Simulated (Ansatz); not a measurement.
**What a change does: single-point calculation on Mo**

System: Mo (Immm, 2 atoms in the cell).
Method of run 1: DFT r2SCAN, scalar-relativistic, plane waves, PAW, no spin polarisation (Ansatz 0.2.0).

The structure derives from a Materials Project entry. Text and figures count atoms from 1; the logs count them from 0 in places.

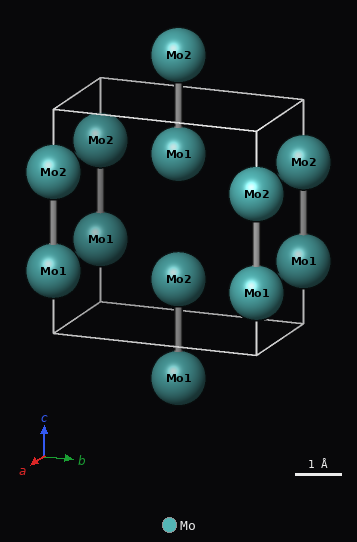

**Figure 1.** The input geometry (ball-and-stick view of the cell 2 times as large as that of the calculation, set on its symmetry axes, seen slightly off an axis; atoms are numbered from 1 in the order of the input). An atom can appear more than once, as a periodic image. Near neighbours in the periodic cell (some may lie outside the picture): Mo has 1 Mo at 2.23 Å.

**Input file, run 1**
```yaml
crystal:
  lattice:
    - [2.7488179334, 0.0, 0.0]
    - [1.3744089667, -2.3805461607, -2.5339005368]
    - [1.3744089667, 2.3805461607, -2.5339005368]
  atoms:
    - { symbol: Mo, position: [0.2795986361, 0.7204013639, 0.7204013639] }
    - { symbol: Mo, position: [0.7204013639, 0.2795986361, 0.2795986361] }
basis:
  ecutwfc: 500
kpoints:
  mp_grid: { grid: [24, 24, 24] }
hamiltonian:
  xc: r2scan
scf:
  occupations: { method: gaussian, width: 0.15 }
output:
  forces: true
  stress: true
  eigenvalues: true
```

Launched with:
```bash
ansatz run input.yaml --threads 2 --pin off --max-ram 5120MiB --backend cpu --events-out ev --progress --plain --runs-dir out
```

Hardware: 2 threads of Intel Xeon (Granite Rapids), 192 GiB of memory available, shared host.

**Output, shortened to warnings, some set-up lines, iterations and results (run 1)**
```
Basis set: ecut = 500 eV, 833 PW (Γ), exchange–correlation on 96×120×120 points (64 copies of the dense FFT grid, shifted against one another)
Symmetry: 8 space group operations
k-points: 1963 of 13824
Initial density: superposition of atomic densities (neutral atoms: chi_scale 0, normalization atom), corrected by the library's trained network
[...]
SCF iter   1: F=—  HF=-9932.968100 eV  |F-HF|=—  |Δ(HF+E_count)|=         —  Δρ=1.68e-2  dr2=5.65e-2  dr2_τ=3.33e-2  ethr=1.77e-3  ⟨swp⟩=5.0  Hψ=159072  notcnv=0
SCF iter   2: F=—  HF=-9932.962989 eV  |F-HF|=—  |Δ(HF+E_count)|=   5.11e-3  Δρ=8.78e-3  dr2=1.57e-2  dr2_τ=5.35e-4  ethr=2.02e-4  ⟨swp⟩=1.0  Hψ=51084  notcnv=0
SCF iter   3: F=—  HF=-9932.961971 eV  |F-HF|=—  |Δ(HF+E_count)|=   1.02e-3  Δρ=1.35e-3  dr2=4.28e-4  dr2_τ=3.23e-5  ethr=5.60e-5  ⟨swp⟩=2.9  Hψ=63840  notcnv=0
SCF iter   4: F=—  HF=-9932.962185 eV  |F-HF|=—  |Δ(HF+E_count)|=   2.14e-4  Δρ=2.93e-4  dr2=2.29e-5  dr2_τ=3.34e-6  ethr=1.53e-6  ⟨swp⟩=2.0  Hψ=47176  notcnv=0
SCF iter   5: F=—  HF=-9932.962195 eV  |F-HF|=—  |Δ(HF+E_count)|=   1.05e-5  Δρ=6.74e-5  dr2=9.64e-7  dr2_τ=1.71e-7  ethr=8.19e-8  ⟨swp⟩=3.0  Hψ=64406  notcnv=0
SCF iter   6: F=—  HF=-9932.962196 eV  |F-HF|=—  |Δ(HF+E_count)|=   9.02e-7  Δρ=2.20e-5  dr2=1.35e-7  dr2_τ=7.50e-9  ethr=3.57e-10  ⟨swp⟩=5.8  Hψ=160647  notcnv=0
SCF iter   7: F=-9932.962196 eV  HF=-9932.962196 eV  |F-HF|=3.67e-9  |Δ(HF+E_count)|=   1.05e-7  Δρ=4.69e-6  dr2=6.91e-9  dr2_τ=5.07e-10  ethr=3.57e-10  ⟨swp⟩=4.1  Hψ=121661  …
SCF 1 converged in 7 iterations: F = -9932.962196 eV  dr2 = 6.91e-9
SCF converged after 7 iterations
Free energy (F): -9932.962196 eV
Harris-Foulkes:  -9932.962196 eV  (|F-HF|=3.67e-9)
Internal energy: -9932.936508 eV  (E = F + TS)
E sigma→0 (E₀):  -9932.949352 eV
Entropy (-TS):   -0.025689 eV (-12.844 meV/atom)
Fermi energy:    19.277710 eV
--- Per-component energies (eV) ---
  E_band       = -169.181292
  E_kinetic    = 885.634631
  E_local      = -1772.980055  (includes V_loc(G=0)·N_el)
  E_nonlocal   = 290.500214
  E_hartree    = 599.146271
  E_xc         = -356.656331
  E_vxc        = -512.539031  (∫ρ·V_xc dr)
  E_paw        = -6436.749955  (= ΣΔE_a)
  E_vpaw       = -292.408929  (= ΣTr[D̂ρ^β])
  E_aug_tail   = 0.000006  (compensation charges beyond the density's cutoff)
  E_vtau       = 34.319667  (kinetic-family band-sum trace: ∫τ·v_τ [+ j·A + Jᵃ·Aᵃ] dr)
  E_ewald      = -3141.388880
  E_core_change = -0.442407  (= ΣΔE_core)
  E_smearing   = -0.025689  (= −TS)
  E_closure    = 0.000000  (closes the sum)
  Σ components = -9932.962196   (vs F -9932.962196, Δ=0.00e0)
--- Forces (eV/Å), atoms counted from 1 ---
  atom   1  Mo     0.00000000     0.00000000    -2.50621219
  atom   2  Mo     0.00000000     0.00000000     2.50621219
  max |Σ_I F_I| component: 0.00e0 eV/Å
--- Stress (GPa, compression-positive) ---
        5.782873       0.000000       0.000000
        0.000000       6.707301       0.000000
        0.000000       0.000000      11.917944
  P = ⅓ Tr σ = 8.1360 GPa (81.360 kbar)
```

For run 2 the input was changed thus:
```diff
-    - { symbol: Mo, position: [0.2795986361, 0.7204013639, 0.7204013639] }
-    - { symbol: Mo, position: [0.7204013639, 0.2795986361, 0.2795986361] }
+    - { symbol: Mo, position: [0.259866212, 0.740133788, 0.740133788] }
+    - { symbol: Mo, position: [0.740133788, 0.259866212, 0.259866212] }
```

What does this change do to the results?

With the same functional and potentials, run 2 lies 166.2 meV per atom lower. The pressure goes from 8.14 to 0.83 GPa. The largest force goes from 2.506 to 0.836 eV/Å. The SCF takes 6 iterations against 7.

**Output, shortened to warnings, some set-up lines, iterations and results (run 2)**
```
Basis set: ecut = 500 eV, 833 PW (Γ), exchange–correlation on 96×120×120 points (64 copies of the dense FFT grid, shifted against one another)
Symmetry: 8 space group operations
k-points: 1963 of 13824
Initial density: superposition of atomic densities (neutral atoms: chi_scale 0, normalization atom), corrected by the library's trained network
[...]
SCF iter   1: F=—  HF=-9933.296243 eV  |F-HF|=—  |Δ(HF+E_count)|=         —  Δρ=1.19e-2  dr2=2.99e-2  dr2_τ=2.95e-2  ethr=1.77e-3  ⟨swp⟩=5.0  Hψ=159367  notcnv=0
SCF iter   2: F=—  HF=-9933.295448 eV  |F-HF|=—  |Δ(HF+E_count)|=   7.95e-4  Δρ=6.25e-3  dr2=7.58e-3  dr2_τ=3.22e-4  ethr=1.07e-4  ⟨swp⟩=1.9  Hψ=63401  notcnv=0
SCF iter   3: F=—  HF=-9933.294594 eV  |F-HF|=—  |Δ(HF+E_count)|=   8.54e-4  Δρ=8.36e-4  dr2=1.42e-4  dr2_τ=4.63e-6  ethr=2.71e-5  ⟨swp⟩=2.7  Hψ=61995  notcnv=0
SCF iter   4: F=—  HF=-9933.294689 eV  |F-HF|=—  |Δ(HF+E_count)|=   9.50e-5  Δρ=2.00e-4  dr2=8.04e-6  dr2_τ=1.11e-6  ethr=5.06e-7  ⟨swp⟩=2.0  Hψ=49506  notcnv=0
SCF iter   5: F=—  HF=-9933.294695 eV  |F-HF|=—  |Δ(HF+E_count)|=   6.35e-6  Δρ=3.76e-5  dr2=3.70e-7  dr2_τ=6.09e-8  ethr=2.87e-8  ⟨swp⟩=3.0  Hψ=64360  notcnv=0
SCF iter   6: F=-9933.294695 eV  HF=-9933.294695 eV  |F-HF|=8.48e-9  |Δ(HF+E_count)|=   2.24e-7  Δρ=9.17e-6  dr2=2.10e-8  dr2_τ=3.48e-9  ethr=3.57e-10  ⟨swp⟩=5.2  Hψ=154910  …
SCF 1 converged in 6 iterations: F = -9933.294695 eV  dr2 = 2.10e-8
SCF converged after 6 iterations
Free energy (F): -9933.294695 eV
Harris-Foulkes:  -9933.294695 eV  (|F-HF|=8.48e-9)
Internal energy: -9933.274265 eV  (E = F + TS)
E sigma→0 (E₀):  -9933.284480 eV
Entropy (-TS):   -0.020430 eV (-10.215 meV/atom)
Fermi energy:    19.528374 eV
--- Per-component energies (eV) ---
  E_band       = -169.694065
  E_kinetic    = 882.254810
  E_local      = -1724.476347  (includes V_loc(G=0)·N_el)
  E_nonlocal   = 288.664326
  E_hartree    = 576.195147
  E_xc         = -356.114558
  E_vxc        = -511.572096  (∫ρ·V_xc dr)
  E_paw        = -6435.859204  (= ΣΔE_a)
  E_vpaw       = -291.109646  (= ΣTr[D̂ρ^β])
  E_aug_tail   = 0.000006  (compensation charges beyond the density's cutoff)
  E_vtau       = 34.153301  (kinetic-family band-sum trace: ∫τ·v_τ [+ j·A + Jᵃ·Aᵃ] dr)
  E_ewald      = -3163.496038
  E_core_change = -0.442407  (= ΣΔE_core)
  E_smearing   = -0.020430  (= −TS)
  E_closure    = -0.000000  (closes the sum)
  Σ components = -9933.294695   (vs F -9933.294695, Δ=0.00e0)
--- Forces (eV/Å), atoms counted from 1 ---
  atom   1  Mo     0.00000000     0.00000000    -0.83599386
  atom   2  Mo     0.00000000     0.00000000     0.83599386
  max |Σ_I F_I| component: 1.11e-16 eV/Å
--- Stress (GPa, compression-positive) ---
        0.973428       0.000000       0.000000
        0.000000       1.043877       0.000000
        0.000000       0.000000       0.470932
  P = ⅓ Tr σ = 0.8294 GPa (8.294 kbar)
```

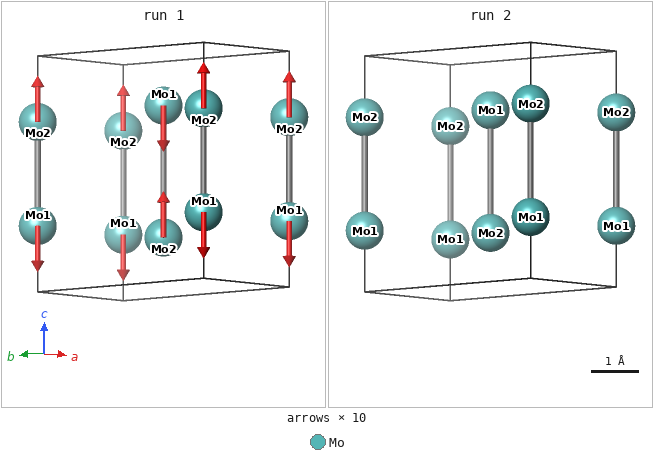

**Figure 2.** The two input geometries at one scale (ball-and-stick view of the cell 2 times as large as that of the calculation, set on its symmetry axes, seen at an oblique angle). The red arrows on the first give the shifts of the atoms relative to the cell, with their mean removed, magnified 10 times. The largest moves, 0.10 Å, are those of Mo1 and Mo2. (The mean shift of all atoms is removed.) The cell stays as it was. Among the contacts that change: Mo1–Mo2 2.234 → 2.434 Å.

**The two runs side by side**

```csv
quantity,run 1,run 2
outcome,converged,converged
free energy per atom (eV),−4966.4811,−4966.6473
"energy per atom, smearing taken to zero (eV)",−4966.4747,−4966.6422
gap on the mesh (eV),0.00,0.00
pressure (GPa),8.14,0.83
largest force (eV/Å),2.506,0.836
SCF iterations,7,6
irreducible k-points,1963,1963
plane waves at Γ,833,833
wall time (shared host),30 s,27 s
```
